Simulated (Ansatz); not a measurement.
# LaVO4 (P2_1/c): band gap by G0W0 on r2SCAN, part 2 of 2

Aim: the quasiparticle gap of LaVO4 (P2_1/c), starting from r2SCAN.

Ansatz 0.2.0; r2SCAN, then G0W0 on it, plane waves, PAW. Known limits of the many-body steps: finite bands, screening cutoff and k mesh; no spin-orbit coupling in G0W0; no spin polarisation; screening cutoff under 40 eV in some runs.

So far. Step 2 (Bands along the symmetry lines): Over mesh and path the gap is 3.913 eV, from k = (-0.500, 0.000, 0.000) to k = (-0.500, 0.350, 0.000). The least direct gap found is 3.997 eV, at k = (-0.500, 0.100, 0.000). On the 4×4×4 mesh alone the same run gives 3.920 eV, so that mesh misses an edge of r2SCAN: 3.920 − 3.913 = +0.007 eV.

In doubt: masses and optical values from hybrid runs of this build are listed as unsure (in some of the runs), which bears on the screening that GW takes from such a start.

## 3. One-shot GW

G0W0 replaces the xc potential by a self-energy built once from the orbitals of the start. Levels are corrected in the window of bands that the input names, at points of the mesh.

This step: G0W0 on r2SCAN, plane waves, PAW.

The input, input.yaml:

```yaml
crystal:
  lattice:
    - [6.725, 0.0, 0.0]
    - [0.0, 7.2827, 0.0]
    - [-4.9123006198, 0.0, 6.8121466218]
  atoms:
    - { symbol: La, position: [0.827399, 0.157198, 0.723776] }
    - { symbol: La, position: [0.172601, 0.657198, 0.776224] }
    - { symbol: La, position: [0.172601, 0.842802, 0.276224] }
    - { symbol: La, position: [0.827399, 0.342802, 0.223776] }
    - { symbol: V, position: [0.31429, 0.16481, 0.69917] }
    - { symbol: V, position: [0.68571, 0.66481, 0.80083] }
    - { symbol: V, position: [0.68571, 0.83519, 0.30083] }
    - { symbol: V, position: [0.31429, 0.33519, 0.19917] }
    - { symbol: O, position: [0.8171, 0.4979, 0.7446] }
    - { symbol: O, position: [0.1829, 0.9979, 0.7554] }
    - { symbol: O, position: [0.1829, 0.5021, 0.2554] }
    - { symbol: O, position: [0.8171, 0.0021, 0.2446] }
    - { symbol: O, position: [0.6098, 0.2795, 0.3821] }
    - { symbol: O, position: [0.3902, 0.7795, 0.1179] }
    - { symbol: O, position: [0.3902, 0.7205, 0.6179] }
    - { symbol: O, position: [0.6098, 0.2205, 0.8821] }
    - { symbol: O, position: [0.6587, 0.895, 0.4829] }
    - { symbol: O, position: [0.3413, 0.395, 0.0171] }
    - { symbol: O, position: [0.3413, 0.105, 0.5171] }
    - { symbol: O, position: [0.6587, 0.605, 0.9829] }
    - { symbol: O, position: [0.8898, 0.8436, 0.8857] }
    - { symbol: O, position: [0.1102, 0.3436, 0.6143] }
    - { symbol: O, position: [0.1102, 0.1564, 0.1143] }
    - { symbol: O, position: [0.8898, 0.6564, 0.3857] }
kpoints:
  mp_grid: { grid: [2, 2, 2] }
hamiltonian:
  xc: r2scan
scf:
  occupations: { method: fixed }
gw:
  n_empty_bands: 995
  ecut_chi: 120.0
  qp_bands: [v4, c4]
  qp_kpoints: band_edges
  screening: { model: contour_deformation }
```

The run is started by

```bash
$ ansatz run input.yaml --threads 24 --pin off --max-ram 82944MiB --backend cuda --events-out ev --progress --plain --runs-dir out --devices 1 --max-vram 78GiB
```

Numbers of over 12 decimals in the logs are rounded to 6 here.

Output:

```text
GPUs: using 1 of 1 available (devices: 1).
[...]
Crystal: 24 atoms, lattice volume = 333.633 Å³
Basis set: ecut = 500 eV, 8465 PW (Γ), exchange–correlation on 200×216×256 points (64 copies of the dense FFT grid, shifted against one another)
Bands: 120, of which v1, the nominal top of the filled ones, is band 96 counted from 1 (95 counted from 0)
Symmetry: 4 space group operations
[...]
k-points: 8
[...]
SCF iter   1: F=—  HF=-45861.124810 eV  |F-HF|=—  |Δ(HF+E_count)|=         —  Δρ=2.32e-2  dr2=2.15e0  dr2_τ=1.44e0  ethr=1.77e-3  ⟨swp⟩=4.0  Hψ=2943  notcnv=0  defer=143
[...]
SCF iter   6: F=—  HF=-45861.328742 eV  |F-HF|=—  |Δ(HF+E_count)|=   3.95e-5  Δρ=3.01e-4  dr2=3.87e-4  dr2_τ=1.53e-5  ethr=6.58e-7  ⟨swp⟩=2.0  Hψ=1232  notcnv=0  defer=176
[...]
SCF iter   9: F=—  HF=-45861.328708 eV  |F-HF|=—  |Δ(HF+E_count)|=   2.32e-7  Δρ=1.66e-5  dr2=1.02e-6  dr2_τ=1.10e-7  ethr=1.51e-9  ⟨swp⟩=2.0  Hψ=1421  notcnv=0  defer=128
[...]
SCF iter  11: F=-45861.328708 eV  HF=-45861.328708 eV  |F-HF|=2.27e-9  |Δ(HF+E_count)|=   1.31e-8  Δρ=1.36e-6  dr2=8.36e-9  dr2_τ=2.81e-10  ethr=5.21e-11  ⟨swp⟩=19.0  Hψ=4609  notcnv=0
SCF 1 converged in 11 iterations: F = -45861.328708 eV  dr2 = 8.36e-9
[...]
SCF converged after 11 iterations
[...]
0   100     11.0579   -16.6198    -6.1622   -24.5159  0.7388    12.8411    12.7918  root
     1    93      6.5009   -25.4984     4.3002   -20.9561  0.7462     6.2579     6.2588  root
     1    94      6.5009   -25.4984     4.3002   -20.9561  0.7462     6.2579     6.2588  root
     1    95      6.7356   -25.4390     4.3077   -20.8789  0.7455     6.4823     6.4832  root
     1    96      6.7356   -25.4390     4.3077   -20.8789  0.7455     6.4823     6.4832  root
     1    97     10.8732   -16.0436    -6.1486   -23.8052  0.7432    12.5264    12.4861  root
     1    98     10.8732   -16.0436    -6.1486   -23.8052  0.7432    12.5264    12.4861  root
     1    99     11.0450   -16.4377    -6.2141   -24.3568  0.7418    12.7964    12.7501  root
     1   100     11.0450   -16.4377    -6.2141   -24.3568  0.7418    12.7964    12.7501  root
     2    93      6.6163   -25.4487     4.3149   -20.8859  0.7459     6.3677     6.3685  root
     2    94      6.6163   -25.4487     4.3149   -20.8859  0.7459     6.3677     6.3685  root
     2    95      6.8061   -25.5049     4.3150   -20.9466  0.7459     6.5620     6.5628  root
     2    96      6.8061   -25.5049     4.3150   -20.9466  0.7459     6.5620     6.5628  root
     2    97     10.9607   -16.1090    -6.0385   -23.7905  0.7440    12.6454    12.6037  root
     2    98     10.9607   -16.1090    -6.0385   -23.7905  0.7440    12.6454    12.6037  root
     2    99     10.9999   -16.1464    -6.1613   -23.9436  0.7442    12.6771    12.6358  root
     2   100     10.9999   -16.1464    -6.1613   -23.9436  0.7442    12.6771    12.6358  root
     3    93      6.5390   -25.4677     4.3178   -20.8934  0.7461     6.2815     6.2825  root
     3    94      6.5390   -25.4677     4.3178   -20.8934  0.7461     6.2815     6.2825  root
     3    95      6.8056   -25.5073     4.3325   -20.9244  0.7451     6.5544     6.5552  root
     3    96      6.8056   -25.5073     4.3325   -20.9244  0.7451     6.5544     6.5552  root
     3    97     10.9446   -15.9963    -6.0416   -23.6398  0.7434    12.5862    12.5465  root
     3    98     10.9446   -15.9963    -6.0416   -23.6398  0.7434    12.5862    12.5465  root
     3    99     10.9685   -16.1574    -6.1638   -23.9711  0.7440    12.6607    12.6184  root
     3   100     10.9685   -16.1574    -6.1638   -23.9711  0.7440    12.6607    12.6184  root
     4    93      6.5405   -25.5252     4.3023   -20.9932  0.7454     6.3101     6.3108  root
     4    94      6.5650   -25.5013     4.3187   -20.9283  0.7468     6.3096     6.3105  root
     4    95      6.6358   -25.3595     4.3888   -20.6915  0.7441     6.3556     6.3567  root
     4    96      6.9186   -25.6870     4.2854   -21.1797  0.7470     6.6961     6.6967  root
     4    97     10.9296   -16.2312    -6.2144   -24.0860  0.7414    12.6126    12.5700  root
     4    98     10.9617   -16.3178    -6.1488   -24.1239  0.7406    12.6627    12.6190  root
     4    99     11.0459   -16.5688    -6.0542   -24.3607  0.7405    12.8324    12.7836  root
     4   100     11.0694   -16.4843    -5.9502   -24.1058  0.7404    12.7852    12.7408  root
     5    93      6.5902   -25.5402     4.2499   -21.0363  0.7487     6.3353     6.3362  root
     5    94      6.5902   -25.5402     4.2499   -21.0363  0.7487     6.3353     6.3362  root
     5    95      6.7732   -25.5060     4.3041   -20.9549  0.7463     6.5253     6.5262  root
     5    96      6.7732   -25.5060     4.3041   -20.9549  0.7463     6.5253     6.5262  root
     5    97     10.9793   -16.5314    -6.2040   -24.4840  0.7405    12.7776    12.7280  root
     5    98     10.9793   -16.5314    -6.2040   -24.4840  0.7405    12.7776    12.7280  root
     5    99     11.1096   -16.6134    -6.0725   -24.3715  0.7379    12.8417    12.7952  root
[...]
6    97     10.8488   -15.9156    -6.0732   -23.6119  0.7460    12.5119    12.4719  root
     6    98     10.8488   -15.9156    -6.0732   -23.6119  0.7460    12.5119    12.4719  root
     6    99     11.0297   -16.2750    -5.9995   -23.9231  0.7447    12.7199    12.6783  root
     6   100     11.0297   -16.2750    -5.9995   -23.9231  0.7447    12.7199    12.6783  root
     7    93      6.5512   -25.3137     4.2216   -20.8368  0.7464     6.2949     6.2958  root
     7    94      6.5512   -25.3137     4.2216   -20.8368  0.7464     6.2949     6.2958  root
     7    95      6.7680   -25.5260     4.3369   -20.9333  0.7463     6.5113     6.5122  root
     7    96      6.7680   -25.5260     4.3369   -20.9333  0.7463     6.5113     6.5122  root
     7    97     10.9948   -16.3181    -6.0541   -24.0528  0.7423    12.7200    12.6753  root
     7    98     10.9948   -16.3181    -6.0541   -24.0528  0.7423    12.7200    12.6753  root
     7    99     11.0534   -16.3378    -6.0260   -24.0360  0.7437    12.7690    12.7256  root
     7   100     11.0534   -16.3378    -6.0260   -24.0360  0.7437    12.7690    12.7256  root
```

It took 22 s on 1 × NVIDIA GB200 (shared by 2 runs) with 24 threads of Arm Neoverse V2, shared host; peak memory 5.2 GiB; 75 s of CPU time.

Numbers from this step:

```yaml
bands_summed: 1091
rpa_eps_infinity_on_this_mesh_eigenvalues: 3.791, 3.822, 4.307
plane_waves_in_the_screening_matrix: 987
q_points_in_the_mesh: 8
g0w0_gap_over_the_corrected_points: 5.775 eV
k_of_the_valence_top: -0.5, 0, 0
k_of_the_conduction_bottom: -0.5, -0.5, 0
starting_gap_on_the_mesh: 3.930 eV
z_at_the_valence_top: 0.7470
z_at_the_conduction_bottom: 0.7460
least_direct_g0w0_gap_over_the_corrected_points: 5.873 eV
```

Over all 8 irreducible mesh points the G0W0 gap is 5.775 eV, from k = (-0.500, 0.000, 0.000) to k = (-0.500, -0.500, 0.000). The r2SCAN gap of this run on the mesh is 3.930 eV. The two states that bound the G0W0 gap lie that far apart at the start, so the correction of the gap is 5.775 − 3.930 = +1.845 eV. The start of this run differs from the step before in mesh (4×4×4 and 2×2×2).

Labels follow the order of the start: v1 is the top filled band, c1 the lowest empty one; levels that stay degenerate share a row, the window can cut a multiplet, doubted levels are not marked in this list, bands outside the window were not corrected, and the list may be a part of the corrected levels. Levels before and after the correction, in eV, zero at the valence-band top of each column:

```csv
,conduction bottom,valence top
Kohn-Sham,3.93,0.00
G0W0,5.78,0.00
```

```csv
,level,occupation,energy (eV)
Kohn-Sham,(-0.5 0 0) v3,2,-0.354
Kohn-Sham,(-0.5 0 0) v2,2,-0.283
Kohn-Sham,(-0.5 0 0) v1,2,0.000
Kohn-Sham,(-0.5 0 0) c1,0,4.011
Kohn-Sham,(-0.5 0 0) c2,0,4.043
Kohn-Sham,(-0.5 0 0) c3,0,4.127
Kohn-Sham,(-0.5 -0.5 0) v3,2,-0.282
Kohn-Sham,(-0.5 -0.5 0) v2-v1,2,-0.208
Kohn-Sham,(-0.5 -0.5 0) c1-c2,0,3.930
Kohn-Sham,(-0.5 -0.5 0) c3,0,4.111
G0W0,(-0.5 0 0) v3,2,-0.386
G0W0,(-0.5 0 0) v2,2,-0.340
G0W0,(-0.5 0 0) v1,2,0.000
G0W0,(-0.5 0 0) c1,0,5.873
G0W0,(-0.5 0 0) c2,0,5.922
G0W0,(-0.5 0 0) c3,0,6.087
G0W0,(-0.5 -0.5 0) v3,2,-0.298
G0W0,(-0.5 -0.5 0) v2-v1,2,-0.251
G0W0,(-0.5 -0.5 0) c1-c2,0,5.775
G0W0,(-0.5 -0.5 0) c3,0,5.982
```

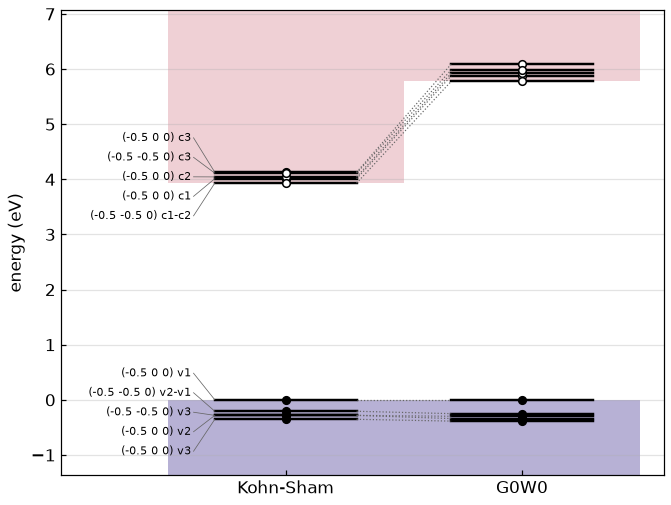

Levels before and after the correction. Shaded: valence and conduction bands. Filled marks are occupied levels, open marks empty ones.

The parts of the quasiparticle energy for the two states that bound the G0W0 gap, in eV on the run's own scale (QP = start + Σx + Σc − Vxc, with Σc at the quasiparticle energy):

```csv
edge,k,band,start,Σx,Σc,Vxc,Z,QP
valence top,"(-0.500, 0.000, 0.000)",96,6.919,−25.687,4.285,−21.180,0.747,6.697
conduction bottom,"(-0.500, -0.500, 0.000)",97,10.849,−15.916,−6.073,−23.612,0.746,12.472
```

## 4. Spin-orbit coupling in r2SCAN

This run has two-component orbitals with spin-orbit coupling.

This step: DFT, r2SCAN with spin-orbit coupling, plane waves, PAW.

input.yaml, as its differences from that of step 3:

```diff
@@ -31,3 +31,16 @@
 kpoints:
-  mp_grid: { grid: [2, 2, 2] }
+  mp_grid: { grid: [4, 4, 4] }
+  band_path:
+    path:
+      - [0.0, 0.0, 0.0]
+      - [0.0, 0.5, 0.0]
+      - [0.0, 0.5, 0.5]
+      - [0.0, 0.0, 0.5]
+      - [-0.5, 0.0, 0.5]
+      - [-0.5, 0.5, 0.5]
+      - [-0.5, 0.5, 0.0]
+      - [-0.5, 0.0, 0.0]
+      - [-0.5, 0.35, 0.0]
+      - [-0.5, 0.1, 0.0]
+    npoints: 1
 hamiltonian:
@@ -36,7 +49,9 @@
   occupations: { method: fixed }
-gw:
-  n_empty_bands: 995
-  ecut_chi: 120.0
-  qp_bands: [v4, c4]
-  qp_kpoints: band_edges
-  screening: { model: contour_deformation }
+  n_extra_bands: 24
+magnetization:
+  noncollinear: true
+  spin_orbit: true
+output:
+  eigenvalues: true
+  forces: true
+  stress: true
```

Output:

```text
[...]
GPUs: using 1 of 1 available (devices: 1).
[...]
non-collinear run that drives no moment, with spin-orbit: no starting moment large enough to seed its density (crystal.atoms[].spin), no starting occupations that ask for one, no magnetisation constraint and no magnetic field, so the semilocal B_xc is pinned to zero
concurrent solve slots: 15 of 24 are kept, ahead of what memory takes: no pass of the eigensolver takes more rounds on 15
[...]
Crystal: 24 atoms, lattice volume = 333.633 Å³
Basis set: ecut = 500 eV, 8465 PW (Γ), exchange–correlation on 200×216×256 points (64 copies of the dense FFT grid, shifted against one another)
Bands: 216, of which v1, the nominal top of the filled ones, is band 192 counted from 1 (191 counted from 0)
Symmetry: 4 space group operations + 4 with time reversal
[...]
k-points: 30 of 64
Projection manifold: j_resolved (fully-relativistic pseudo-atomic orbitals)
[...]
SCF iter   1: F=—  HF=-45801.192912 eV  |F-HF|=—  |Δ(HF+E_count)|=         —  Δρ=5.18e-2  dr2=9.29e0  dr2_τ=4.55e-1  dr2_m=0.00e0 (ungated)  ethr=3.10e-3  |M|=0.00e0 ∫|m|=0.00e0 μB  |m|>n=0.0e0 m-floor=0.0e0 τ_xc=0.0e0  β_m=0.30  ⟨swp⟩=3.5  Hψ=14398  notcnv=0  defer=434
[...]
spin=Noncollinear: Resta preconditioning applied to the charge; magnetization (m_x, m_y, m_z) channels mix plain (no charge-response kernel on spin).
SCF iter   2: F=—  HF=-45800.952013 eV  |F-HF|=—  |Δ(HF+E_count)|=   2.41e-1  Δρ=3.71e-2  dr2=4.61e0  dr2_τ=5.71e-2  dr2_m=0.00e0 (ungated)  ethr=3.10e-3  |M|=0.00e0 ∫|m|=0.00e0 μB  |m|>n=0.0e0 m-floor=0.0e0 τ_xc=0.0e0  β_m=0.51  ⟨swp⟩=3.0  Hψ=5633  notcnv=0  defer=264
SCF iter   3: F=—  HF=-45801.516993 eV  |F-HF|=—  |Δ(HF+E_count)|=   5.65e-1  Δρ=2.63e-2  dr2=2.90e0  dr2_τ=4.08e-2  dr2_m=0.00e0 (ungated)  ethr=2.40e-3  |M|=0.00e0 ∫|m|=0.00e0 μB  |m|>n=0.0e0 m-floor=0.0e0 τ_xc=0.0e0  β_m=0.48  ⟨swp⟩=2.3  Hψ=4815  notcnv=0  defer=336
[...]
SCF 1 converged in 12 iterations: F = -45801.306565 eV  dr2 = 7.71e-8
[...]
SCF converged after 12 iterations
[...]
```

Wall time 8.8 s (1 × NVIDIA GB200 (shared by 2 runs) with 24 threads); peak memory 2.4 GiB.

This step gave:

| Quantity | Value |
| --- | --- |
| pressure | -0.3461 GPa |
| gap | 3.913 eV |
| valence top at | Y_2 |
| conduction bottom at | k = (-0.500, 0.350, 0.000) |
| least direct gap | 3.996 eV |

Over mesh and listed points the gap is 3.913 eV, from k = (-0.500, 0.000, 0.000) to k = (-0.500, 0.350, 0.000). The least direct gap found is 3.996 eV, at k = (-0.500, 0.100, 0.000). On the 4×4×4 mesh alone the same run gives 3.920 eV, so that mesh misses an edge of r2SCAN+SOC: 3.920 − 3.913 = +0.007 eV. r2SCAN+SOC against r2SCAN: 3.913 − 3.913 = +0.000 eV, with the same mesh, set of files (read in its fully relativistic form for the spin-orbit run) and cutoff, and both edges at the same k points. The spin-orbit run sees mesh and listed points alone, so its gap is an upper bound: the coupling can move an edge off these points, and the change over the zone, its sign included where it is small, is not known.

## 5. The runs together

Each gap is the least one over the points named; times are wall times on shared hosts, not benchmarks. A G0W0 time includes the run's own self-consistent start. Runs with listed points see these and the mesh alone, so an edge that moves elsewhere is missed. Rows marked * are further runs, not shown as steps, whose inputs differ from the G0W0 step on the same start in the columns given; solver thresholds can differ too. Rows marked ? have an edge level that the program doubts.

```csv
level,mesh,"files, cutoff","bands summed, screening",points,gap (eV),valence top,conduction bottom,least direct gap (eV),time
r2SCAN,4×4×4,"soft_2 PAW, 500 eV",-,mesh and path,3.913,"(-0.500, 0.000, 0.000)","(-0.500, 0.350, 0.000)",3.997,8.2 s
r2SCAN+SOC,4×4×4,"soft_2 PAW, 500 eV",-,mesh and listed points,3.913,"(-0.500, 0.000, 0.000)","(-0.500, 0.350, 0.000)",3.996,8.8 s
G0W0@r2SCAN*?,2×2×2,"soft_2 PAW, 500 eV","259, 36 eV",all 8 irreducible mesh points,6.362,"(-0.500, 0.000, 0.000)","(-0.500, -0.500, 0.000)",6.476,6.2 s
G0W0@r2SCAN*,2×2×2,"soft_2 PAW, 500 eV","558, 72 eV",all 8 irreducible mesh points,5.882,"(-0.500, 0.000, 0.000)","(-0.500, -0.500, 0.000)",5.987,11 s
G0W0@r2SCAN,2×2×2,"soft_2 PAW, 500 eV","1091, 120 eV",all 8 irreducible mesh points,5.775,"(-0.500, 0.000, 0.000)","(-0.500, -0.500, 0.000)",5.873,22 s
G0W0@r2SCAN*,2×2×2,"soft_2 PAW, 500 eV","558, 72 eV, plasmon pole",all 8 irreducible mesh points,5.976,"(-0.500, 0.000, 0.000)","(-0.500, -0.500, 0.000)",6.098,10 s
```

Computed less measured, in eV, for the reports listed at the start; nothing is added to the computed values:

```csv
row,computed (eV),3.5 ± 0.2 eV (quoted 2021),3.4 eV (2021)
"r2SCAN, gap",3.913,+0.413,+0.513
"r2SCAN+SOC, gap",3.913,+0.413,+0.513
"G0W0@r2SCAN, gap",5.775,+2.275,+2.375
"G0W0@r2SCAN, least direct gap",5.873,+2.373,+2.473
```

## 6. Results

| Quantity | Value |
| --- | --- |
| r2SCAN gap over mesh and path | 3.913 eV, from k = (-0.500, 0.000, 0.000) to k = (-0.500, 0.350, 0.000) |
| G0W0@r2SCAN gap over all 8 irreducible mesh points | 5.775 eV, from k = (-0.500, 0.000, 0.000) to k = (-0.500, -0.500, 0.000) |
| r2SCAN+SOC gap over mesh and listed points | 3.913 eV |
| GW settings | 2×2×2 mesh, 995 empty bands, screening to 120 eV |
| known limits | finite bands, screening cutoff and k mesh; no spin-orbit coupling in G0W0; no spin polarisation; screening cutoff under 40 eV in some runs |

**Reading.** Over all 8 irreducible mesh points the G0W0 gap is 5.775 eV, from k = (-0.500, 0.000, 0.000) to k = (-0.500, -0.500, 0.000). The r2SCAN gap of this run on the mesh is 3.930 eV. The two states that bound the G0W0 gap lie that far apart at the start, so the correction of the gap is 5.775 − 3.930 = +1.845 eV. The valence state moves by 6.697 − 6.919 = −0.222 eV and the conduction state by 12.472 − 10.849 = +1.623 eV, on the run's own scale; how far single levels stand from their limit in bands is not shown. Over mesh and path, r2SCAN puts the conduction bottom at k = (-0.500, 0.350, 0.000), where no G0W0 correction was computed. The G0W0 gap over the whole zone is therefore not known from this run; at its settings it can only be equal to or under the 5.775 eV found, and no correction is carried over from another point. For the start itself the gap is 3.913 eV over mesh and path and 3.930 eV on the mesh of the G0W0 run, in runs that differ in mesh (4×4×4 and 2×2×2). From 259 bands and 36 eV to 1091 bands and 120 eV the gap moves by 5.775 − 6.362 = −0.587 eV (rung by rung 6.362, 5.882, 5.775 eV); bands and screening cutoff rise together, so their parts are not told apart. An edge row is in doubt in the run with 259 bands, so no limit is drawn and it is not known. With the plasmon pole model in place of the contour deformation model and all else as in the G0W0@r2SCAN row with 558 bands, the gap differs by 5.976 − 5.882 = +0.094 eV. G0W0 on other starts in this series, not shown as steps and not all at these settings: 6.196 eV on HSE06 (2×2×2, soft_2 PAW, 558 bands, 72 eV) and 5.867 eV on LDA (2×2×2, soft_2 PAW, 558 bands, 72 eV). r2SCAN+SOC against r2SCAN: 3.913 − 3.913 = +0.000 eV, with the same mesh, set of files (read in its fully relativistic form for the spin-orbit run) and cutoff, and both edges at the same k points. The spin-orbit run sees mesh and listed points alone, so its gap is an upper bound: the coupling can move an edge off these points, and the change over the zone, its sign included where it is small, is not known. What spin-orbit coupling does to the G0W0 levels was not computed, so no sum with the G0W0 gap is formed. Against experiment, G0W0@r2SCAN at 5.775 eV lies +2.275 eV from 3.5 ± 0.2 eV (quoted 2021) and +2.375 eV from 3.4 eV (2021). The measured 3.5 ± 0.2 eV and 3.4 eV lie under even the r2SCAN+SOC gap of 3.913 eV; these runs do not show why. The reports themselves run from 3.4 eV to 3.5 ± 0.2 eV. The differences hold parts that these runs do not separate: finite bands, cutoffs and mesh, points of the zone that were not corrected, the start of G0W0, spin-orbit coupling missing from it, static nuclei, no electron-hole attraction, and what each experiment reads as the gap. How much each gives is not known from the steps shown. The G0W0 runs are scalar-relativistic. The runs have no spin polarisation, and the cell holds V; whether a magnetic state lies lower is not shown here. Where d states form a band edge, one-shot GW is known to depend on its start; the orbital character of the edges was not analysed here. The cell holds La; where the f levels lie against the gap was not analysed here. No pair of G0W0 runs that differ in the mesh alone is shown (2×2×2 is a supercell whose nearest images lie 13 Å apart), so the error from the mesh is not known here. G0W0@r2SCAN runs of this series with other atomic data on the same mesh, not shown as steps, give 5.867 eV (hard PAW, 1050 eV, 558 bands, screening to 72 eV; the table's row with the same empty bands and screening cutoff has 5.882 eV); where bands and cutoffs differ too, the part of the files is not isolated. A screening cutoff under 40 eV is crude: G0W0@r2SCAN with 259 bands at 36 eV.

[Paths, hosts, dates, memory and timing lines, banners, echoed tables and standing remarks are left out of the program output.]

[Logs are printed without paths, hosts, clocks, repeated set-up lines and the standing remarks that a program may print on its own settings, such as how far it seeks lower states.]

[Runs of the session that timed out or met a known fault of the program may be left out.]

[Cells called generated may have been cut or substituted from an entry of the Crystallography Open Database or the Materials Project.]

[Hosts, paths, dates, database ids (printed as entryN), source tags and the programs' standing remarks are cut or masked in the printed files.]

[Where an RPA ε∞ is given, it is that of the G0W0 mesh and is not shown converged in it. Names of k-points follow the symmetry that the program found, which can be lower than the space group named. Band edges on a path are those of the sampled points; other points can move an edge, and change direct to indirect where valleys lie close.]

[Hybrid gaps are those of their k-mesh and are not shown converged in it.]
